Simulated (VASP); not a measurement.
# What a change does: geometry relaxation on Ga₂O₃

System: Ga₂O₃ (C2/m, 10 atoms in the cell).
Method of run 1: Kohn-Sham DFT of a periodic cell, PBE, VASP PAW PBE potentials, recommended, no spin polarisation (VASP 6.6.1).

The structure derives from an entry of the Crystallography Open Database. 

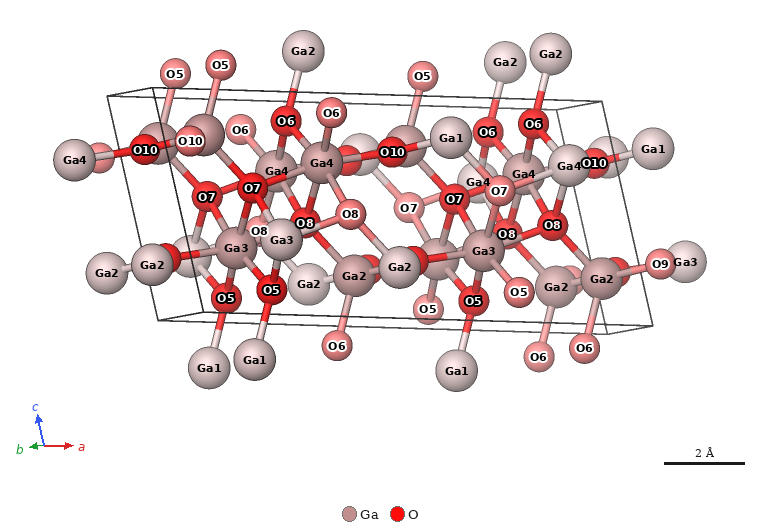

The input geometry (ball-and-stick view of the cell 2 times as large as that of the calculation, set on its symmetry axes, seen at an oblique angle; neighbours outside the cell are drawn fainter; atoms are numbered from 1 in the order of the input). An atom can appear more than once, as a periodic image. Near neighbours in the periodic cell (some may lie outside the picture): Ga has 4 O at 1.83 to 1.86 Å; Ga has 6 O at 1.94 to 2.07 Å; O has 3 Ga at 1.83 to 1.94 Å; O has 4 Ga at 1.86 to 2.07 Å.

INCAR, run 1:
```
ALGO = Normal
EDIFF = 1E-6
EDIFFG = -0.01
ENCUT = 600
GGA = PE
IBRION = 2
ISIF = 3
ISMEAR = 0
KPAR = 4
LASPH = True
LCHARG = False
LREAL = False
LWAVE = False
NELM = 80
NSW = 90
PREC = Accurate
SIGMA = 0.03
```

KPOINTS, run 1:
```
k-points
0
Gamma
  10 10 6
```

POSCAR, run 1:
```
Ga2O3
1.0
    6.1070000000     -1.5185500000      0.0000000000
    6.1070000000      1.5185500000      0.0000000000
   -1.3859888959      0.0000000000      5.6300087380
Ga O
4 6
Direct
    0.0905000000      0.0905000000      0.7946000000
    0.9095000000      0.9095000000      0.2054000000
    0.6586600000      0.6586600000      0.3140200000
    0.3413400000      0.3413400000      0.6859800000
    0.1645000000      0.1645000000      0.1098000000
    0.8355000000      0.8355000000      0.8902000000
    0.1733000000      0.1733000000      0.5632000000
    0.8267000000      0.8267000000      0.4368000000
    0.4959000000      0.4959000000      0.2566000000
    0.5041000000      0.5041000000      0.7434000000
```

Command:
```bash
cat potpaw_PBE.64/Ga_d/POTCAR potpaw_PBE.64/O/POTCAR > POTCAR
mpirun -np 4 vasp_std > vasp.out
```

Hardware: 4 threads of Intel Xeon (Sapphire Rapids), 256 GiB of memory available, shared host.

OSZICAR and lines of OUTCAR (run 1):
```
N       E                     dE             d eps       ncg     rms          rms(c)
DAV:   1     0.128215969540E+04    0.12822E+04   -0.44580E+04 20700   0.339E+03
DAV:   2     0.225785631323E+03   -0.10564E+04   -0.10123E+04 18328   0.879E+02
DAV:   3    -0.452343129091E+02   -0.27102E+03   -0.26448E+03 20992   0.284E+02
DAV:   4    -0.679688921250E+02   -0.22735E+02   -0.22526E+02 22192   0.881E+01
DAV:   5    -0.687858445508E+02   -0.81695E+00   -0.81444E+00 23656   0.169E+01    0.177E+01
DAV:   6    -0.593802108340E+02    0.94056E+01   -0.36118E+01 33380   0.664E+01    0.490E+00
DAV:   7    -0.595715786591E+02   -0.19137E+00   -0.35024E+00 19860   0.106E+01    0.346E+00
[...]
DAV:   3    -0.596810577969E+02    0.15818E-05   -0.14922E-05 22100   0.278E-02    0.701E-03
DAV:   4    -0.596810567748E+02    0.10220E-05   -0.24083E-06 14168   0.262E-02    0.172E-03
DAV:   5    -0.596810568729E+02   -0.98078E-07   -0.14243E-06 10116   0.132E-02
  27 F= -.59681057E+02 E0= -.59681057E+02  d E =-.239050E-04
       N       E                     dE             d eps       ncg     rms          rms(c)
DAV:   1    -0.596810796110E+02   -0.22836E-04   -0.59337E-03 19508   0.413E-01    0.348E-02
DAV:   2    -0.596810811678E+02   -0.15567E-05   -0.24270E-04 21452   0.147E-01    0.176E-02
DAV:   3    -0.596810766315E+02    0.45362E-05   -0.30320E-05 24684   0.616E-02    0.654E-03
DAV:   4    -0.596810758445E+02    0.78700E-06   -0.37060E-06 16204   0.462E-02
  28 F= -.59681076E+02 E0= -.59681076E+02  d E =-.189716E-04
[... from OUTCAR:]
  free energy    TOTEN  =       -59.68107584 eV
  energy without entropy =      -59.68107584  energy(sigma->0) =      -59.68107584
 E-fermi :   3.5544     XC(G=0): -11.3624     alpha+bet :-12.0722
  free  energy   TOTEN  =       -59.6810758445 eV
  energy  without entropy=      -59.6810758445  energy(sigma->0) =      -59.68107584
```

The input of run 2 differs as follows (lines with − go, lines with + come):
```diff
+SYSTEM = Ga2O3
-GGA = PE
+GGA = PS
-LASPH = True
-LCHARG = False
-LREAL = False
-LWAVE = False
+LASPH = .True.
+LCHARG = .False.
+LREAL = .False.
+LWAVE = .False.
+  0 0 0
```

How does run 2 compare with run 1?

The total energies belong to different models, so their difference says nothing on which is more stable or more accurate. The gap on the mesh goes from 1.97 to 2.22 eV. The volume per atom goes from 10.99 to 10.57 Å³. The functional changes from PBE to PBEsol. The SCF takes 92 iterations over all geometry steps against 156.

OSZICAR and lines of OUTCAR (run 2):
```
N       E                     dE             d eps       ncg     rms          rms(c)
DAV:   1     0.126896776573E+04    0.12690E+04   -0.44486E+04 20668   0.338E+03
DAV:   2     0.221542934813E+03   -0.10474E+04   -0.10040E+04 18272   0.874E+02
DAV:   3    -0.485628079268E+02   -0.27011E+03   -0.26307E+03 21140   0.283E+02
DAV:   4    -0.711333280371E+02   -0.22571E+02   -0.22358E+02 21824   0.881E+01
DAV:   5    -0.720143718400E+02   -0.88104E+00   -0.87841E+00 23884   0.175E+01    0.162E+01
DAV:   6    -0.638974832046E+02    0.81169E+01   -0.30906E+01 33512   0.646E+01    0.483E+00
DAV:   7    -0.639950943752E+02   -0.97611E-01   -0.30497E+00 19800   0.971E+00    0.336E+00
[...]
DAV:   2    -0.639076291557E+02    0.48411E-06   -0.21634E-05 20044   0.490E-02    0.584E-03
DAV:   3    -0.639076285755E+02    0.58020E-06   -0.26673E-06 14260   0.178E-02
  14 F= -.63907629E+02 E0= -.63907629E+02  d E =-.831051E-04
       N       E                     dE             d eps       ncg     rms          rms(c)
DAV:   1    -0.639075953240E+02    0.33832E-04   -0.30195E-02 17956   0.898E-01    0.470E-02
DAV:   2    -0.639076682709E+02   -0.72947E-04   -0.10426E-03 23296   0.239E-01    0.248E-02
DAV:   3    -0.639076619554E+02    0.63155E-05   -0.62892E-05 23948   0.578E-02    0.118E-02
DAV:   4    -0.639076593586E+02    0.25968E-05   -0.70327E-06 22424   0.350E-02    0.263E-03
DAV:   5    -0.639076593749E+02   -0.16296E-07   -0.23247E-06 12640   0.167E-02
  15 F= -.63907659E+02 E0= -.63907659E+02  d E =-.307994E-04
[... from OUTCAR:]
  free energy    TOTEN  =       -63.90765937 eV
  energy without entropy =      -63.90765937  energy(sigma->0) =      -63.90765937
 E-fermi :   3.8531     XC(G=0): -11.8542     alpha+bet :-12.5541
  free  energy   TOTEN  =       -63.9076593749 eV
  energy  without entropy=      -63.9076593749  energy(sigma->0) =      -63.90765937
```

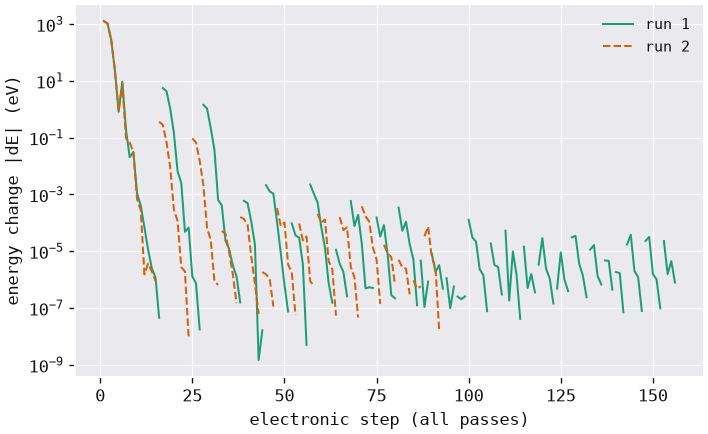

Convergence of the two runs: energy change |dE| against the electronic step. A break in a curve parts two SCF passes. Run 1 takes 156 steps in all, and run 2 takes 92.

The two runs side by side:

```tsv
quantity	run 1	run 2
outcome	converged	converged
free energy per atom (eV)	−5.9681	−6.3908
gap on the mesh (eV)	1.97	2.22
pressure (GPa)	−0.06	−0.03
volume per atom (Å³)	10.99	10.57
largest force (eV/Å)	0.007	0.007
SCF iterations	156	92
irreducible k-points	172	172
```

For run 1: The volume changed by more than 5 % on the plane waves of the start, so the result carries a basis error; a second relaxation from the end is advised.
